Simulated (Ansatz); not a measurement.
**Two runs on Al2Cu**

System: Al2Cu (Ibam, 6 atoms in the cell).
Method of run A: DFT PBEsol, scalar-relativistic, plane waves, PAW, no spin polarisation (Ansatz 0.2.0).

The structure derives from an entry of the Crystallography Open Database. Text and figures count atoms from 1; the logs count them from 0 in places.

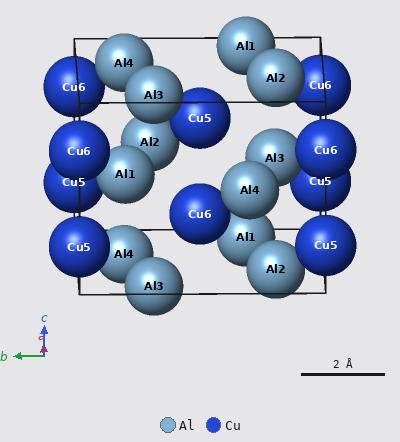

Fig. 1: The input geometry (spheres-only view of the cell 2 times as large as that of the calculation, set on its symmetry axes, seen at an oblique angle; atoms are numbered from 1 in the order of the input). An atom can appear more than once, as a periodic image.

Input, run A:
```yaml
crystal:
  lattice:
    - [-2.9965506923, 2.9965506923, 2.4139243086]
    - [2.9965506923, -2.9965506923, 2.4139243086]
    - [2.9965506923, 2.9965506923, -2.4139243086]
  atoms:
    - { symbol: Al, position: [0.1239239217, 0.6947159943, 0.818639916] }
    - { symbol: Al, position: [0.6239239217, 0.8052840057, 0.4292079273] }
    - { symbol: Al, position: [0.8760760783, 0.3052840057, 0.181360084] }
    - { symbol: Al, position: [0.3760760783, 0.1947159943, 0.5707920727] }
    - { symbol: Cu, position: [0.75, 0.75, 0.0] }
    - { symbol: Cu, position: [0.25, 0.25, 0.0] }
basis:
  ecutwfc: 420
kpoints:
  mp_grid: { grid: [12, 12, 12] }
hamiltonian:
  xc: pbesol
scf:
  occupations: { method: gaussian, width: 0.15 }
output:
  forces: true
  stress: true
  eigenvalues: true
```

Launched with:
```bash
ansatz run input.yaml --threads 2 --pin off --max-ram 5120MiB --backend cpu --events-out ev --progress --plain --runs-dir out
```

Hardware: 2 threads of Arm Neoverse V1, 24 GiB of memory available, shared host.

Output, shortened to warnings, some set-up lines, iterations and results (run A):
```
Basis set: ecut = 420 eV, 1681 PW (Γ), exchange–correlation on 72×72×72 points (8 copies of the dense FFT grid, shifted against one another)
Symmetry: 8 space group operations
k-points: 280 of 1728
Initial density: superposition of atomic densities (neutral atoms: chi_scale 0, normalization atom), corrected by the library's trained network
[...]
SCF iter   1: F=—  HF=-15275.595881 eV  |F-HF|=—  |Δ(HF+E_count)|=         —  Δρ=7.50e-3  dr2=2.50e-2  ethr=1.77e-3  ⟨swp⟩=7.2  Hψ=41961  notcnv=0
SCF iter   2: F=—  HF=-15275.589374 eV  |F-HF|=—  |Δ(HF+E_count)|=   6.51e-3  Δρ=1.53e-3  dr2=3.61e-3  ethr=5.01e-5  ⟨swp⟩=2.2  Hψ=16192  notcnv=0  defer=1
SCF iter   3: F=—  HF=-15275.588771 eV  |F-HF|=—  |Δ(HF+E_count)|=   6.03e-4  Δρ=1.12e-3  dr2=1.50e-3  ethr=7.22e-6  ⟨swp⟩=2.4  Hψ=12344  notcnv=0  defer=1
SCF iter   4: F=—  HF=-15275.588360 eV  |F-HF|=—  |Δ(HF+E_count)|=   4.11e-4  Δρ=2.61e-4  dr2=9.10e-5  ethr=3.00e-6  ⟨swp⟩=2.1  Hψ=12749  notcnv=0  defer=1
SCF iter   5: F=—  HF=-15275.588316 eV  |F-HF|=—  |Δ(HF+E_count)|=   4.43e-5  Δρ=4.00e-5  dr2=2.82e-6  ethr=1.82e-7  ⟨swp⟩=2.2  Hψ=10981  notcnv=0  defer=1
SCF iter   6: F=—  HF=-15275.588316 eV  |F-HF|=—  |Δ(HF+E_count)|=   1.59e-8  Δρ=1.58e-5  dr2=1.29e-7  ethr=5.63e-9  ⟨swp⟩=2.0  Hψ=13076  notcnv=0  defer=1
SCF iter   7: F=-15275.588316 eV  HF=-15275.588316 eV  |F-HF|=4.23e-9  |Δ(HF+E_count)|=   6.76e-8  Δρ=3.29e-6  dr2=9.06e-9  ethr=2.00e-10  ⟨swp⟩=7.5  Hψ=33421  notcnv=0
SCF 1 converged in 7 iterations: F = -15275.588316 eV  dr2 = 9.06e-9
SCF converged after 7 iterations
Free energy (F): -15275.588316 eV
Harris-Foulkes:  -15275.588316 eV  (|F-HF|=4.23e-9)
Internal energy: -15275.564742 eV  (E = F + TS)
E sigma→0 (E₀):  -15275.576529 eV
Entropy (-TS):   -0.023574 eV (-3.929 meV/atom)
Fermi energy:    10.688408 eV
--- Per-component energies (eV) ---
  E_band       = -926.691972
  E_kinetic    = 697.869060
  E_local      = -12444.591444  (includes V_loc(G=0)·N_el)
  E_nonlocal   = 814.853471
  E_hartree    = 5627.715390
  E_xc         = -340.276801
  E_vxc        = -353.485778  (∫ρ·V_xc dr)
  E_paw        = -5062.604211  (= ΣΔE_a)
  E_vpaw       = -896.769631  (= ΣTr[D̂ρ^β])
  E_aug_tail   = 0.000523  (compensation charges beyond the density's cutoff)
  E_ewald      = -4569.019691
  E_core_change = 0.488960  (= ΣΔE_core)
  E_smearing   = -0.023574  (= −TS)
  E_closure    = -0.000000  (closes the sum)
  Σ components = -15275.588316   (vs F -15275.588316, Δ=0.00e0)
--- Forces (eV/Å), atoms counted from 1 ---
  atom   1  Al    -1.92223229     1.10918157     0.00000000
  atom   2  Al     1.92223229     1.10918157     0.00000000
  atom   3  Al     1.92223229    -1.10918157    -0.00000000
  atom   4  Al    -1.92223229    -1.10918157     0.00000000
  atom   5  Cu     0.00000000     0.00000000     0.00000000
  atom   6  Cu     0.00000000     0.00000000     0.00000000
  max |Σ_I F_I| component: 8.67e-19 eV/Å
--- Stress (GPa, compression-positive) ---
       16.655657       0.000000       0.000000
        0.000000      -2.378287       0.000000
        0.000000       0.000000       7.517972
  P = ⅓ Tr σ = 7.2651 GPa (72.651 kbar)
```

The input of run B differs as follows (lines with − go, lines with + come):
```diff
-    - { symbol: Al, position: [0.1239239217, 0.6947159943, 0.818639916] }
-    - { symbol: Al, position: [0.6239239217, 0.8052840057, 0.4292079273] }
-    - { symbol: Al, position: [0.8760760783, 0.3052840057, 0.181360084] }
-    - { symbol: Al, position: [0.3760760783, 0.1947159943, 0.5707920727] }
+    - { symbol: Al, position: [0.1637444625, 0.6548954535, 0.818639916] }
+    - { symbol: Al, position: [0.6637444625, 0.8451045465, 0.5088490091] }
+    - { symbol: Al, position: [0.8362555375, 0.3451045465, 0.181360084] }
+    - { symbol: Al, position: [0.3362555375, 0.1548954535, 0.4911509909] }
```

Predict how the results change.

With the same functional and potentials, run B lies 198.3 meV per atom lower. The pressure goes from 7.27 to 0.16 GPa. The largest force goes from 2.219 to 0.236 eV/Å. The number of SCF iterations is the same.

Output, shortened to warnings, some set-up lines, iterations and results (run B):
```
Basis set: ecut = 420 eV, 1681 PW (Γ), exchange–correlation on 72×72×72 points (8 copies of the dense FFT grid, shifted against one another)
Symmetry: 8 space group operations
k-points: 280 of 1728
Initial density: superposition of atomic densities (neutral atoms: chi_scale 0, normalization atom), corrected by the library's trained network
[...]
SCF iter   1: F=—  HF=-15276.783060 eV  |F-HF|=—  |Δ(HF+E_count)|=         —  Δρ=5.12e-3  dr2=1.21e-2  ethr=1.77e-3  ⟨swp⟩=7.7  Hψ=42985  notcnv=0
SCF iter   2: F=—  HF=-15276.778939 eV  |F-HF|=—  |Δ(HF+E_count)|=   4.12e-3  Δρ=1.41e-3  dr2=4.45e-3  ethr=2.42e-5  ⟨swp⟩=2.4  Hψ=17286  notcnv=0  defer=1
SCF iter   3: F=—  HF=-15276.778325 eV  |F-HF|=—  |Δ(HF+E_count)|=   6.14e-4  Δρ=9.51e-4  dr2=1.69e-3  ethr=8.90e-6  ⟨swp⟩=1.1  Hψ=8360  notcnv=0  defer=1
SCF iter   4: F=—  HF=-15276.777883 eV  |F-HF|=—  |Δ(HF+E_count)|=   4.42e-4  Δρ=2.13e-4  dr2=1.06e-4  ethr=3.37e-6  ⟨swp⟩=2.1  Hψ=12570  notcnv=0  defer=1
SCF iter   5: F=—  HF=-15276.777859 eV  |F-HF|=—  |Δ(HF+E_count)|=   2.37e-5  Δρ=4.03e-5  dr2=3.32e-6  ethr=2.12e-7  ⟨swp⟩=2.0  Hψ=11894  notcnv=0  defer=1
SCF iter   6: F=—  HF=-15276.777842 eV  |F-HF|=—  |Δ(HF+E_count)|=   1.66e-5  Δρ=6.38e-6  dr2=3.09e-8  ethr=2.00e-10  ⟨swp⟩=6.6  Hψ=44363  notcnv=0
SCF iter   7: F=-15276.777842 eV  HF=-15276.777842 eV  |F-HF|=1.77e-8  |Δ(HF+E_count)|=   1.01e-9  Δρ=4.60e-6  dr2=1.26e-8  ethr=6.18e-11  ⟨swp⟩=2.0  Hψ=29394  notcnv=0
SCF 1 converged in 7 iterations: F = -15276.777842 eV  dr2 = 1.26e-8
SCF converged after 7 iterations
Free energy (F): -15276.777842 eV
Harris-Foulkes:  -15276.777842 eV  (|F-HF|=1.77e-8)
Internal energy: -15276.754399 eV  (E = F + TS)
E sigma→0 (E₀):  -15276.766121 eV
Entropy (-TS):   -0.023443 eV (-3.907 meV/atom)
Fermi energy:    10.680507 eV
--- Per-component energies (eV) ---
  E_band       = -917.439974
  E_kinetic    = 694.524958
  E_local      = -12363.651696  (includes V_loc(G=0)·N_el)
  E_nonlocal   = 813.126207
  E_hartree    = 5593.303732
  E_xc         = -339.100175
  E_vxc        = -352.011917  (∫ρ·V_xc dr)
  E_paw        = -5061.998785  (= ΣΔE_a)
  E_vpaw       = -896.049282  (= ΣTr[D̂ρ^β])
  E_aug_tail   = 0.000524  (compensation charges beyond the density's cutoff)
  E_ewald      = -4613.448124
  E_core_change = 0.488960  (= ΣΔE_core)
  E_smearing   = -0.023443  (= −TS)
  E_closure    = 0.000000  (closes the sum)
  Σ components = -15276.777842   (vs F -15276.777842, Δ=0.00e0)
--- Forces (eV/Å), atoms counted from 1 ---
  atom   1  Al     0.15090944    -0.18114271    -0.00000000
  atom   2  Al    -0.15090944    -0.18114271     0.00000000
  atom   3  Al    -0.15090944     0.18114271     0.00000000
  atom   4  Al     0.15090944     0.18114271     0.00000000
  atom   5  Cu     0.00000000     0.00000000     0.00000000
  atom   6  Cu     0.00000000     0.00000000     0.00000000
  max |Σ_I F_I| component: 1.08e-19 eV/Å
--- Stress (GPa, compression-positive) ---
       -0.767118       0.000000       0.000000
        0.000000       1.405188       0.000000
        0.000000       0.000000      -0.156985
  P = ⅓ Tr σ = 0.1604 GPa (1.604 kbar)
```

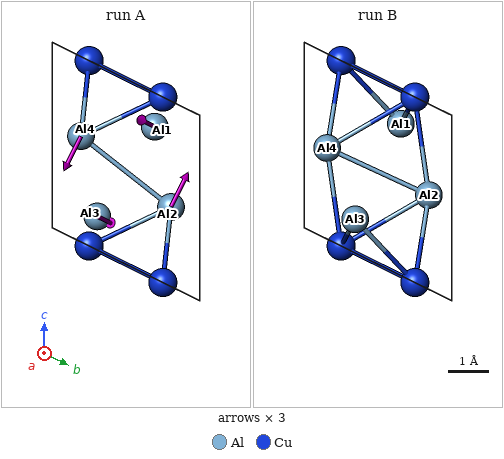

Fig. 2: The two input geometries at one scale (ball-and-stick view of the cell of the calculation, along the a axis). The pink arrows on the first give the shifts of the atoms relative to the cell, magnified 3 times. The largest moves, 0.34 Å, are those of Al atoms. Cu stays in place. The cell doesn't change. Among the contacts that change: Al–Cu 2.810 → 2.526 Å, Al–Cu 2.314 → 2.588 Å, Al–Al 2.766 → 2.702 Å, Al–Al 2.924 → 2.863 Å.

The two runs side by side:

| quantity | run A | run B |
| --- | --- | --- |
| outcome | converged | converged |
| free energy per atom (eV) | −2545.9314 | −2546.1296 |
| energy per atom, smearing taken to zero (eV) | −2545.9294 | −2546.1277 |
| gap on the mesh (eV) | 0.00 | 0.00 |
| pressure (GPa) | 7.27 | 0.16 |
| largest force (eV/Å) | 2.219 | 0.236 |
| SCF iterations | 7 | 7 |
| irreducible k-points | 280 | 280 |
| plane waves at Γ | 1681 | 1681 |
| wall time (shared host) | 22 s | 25 s |
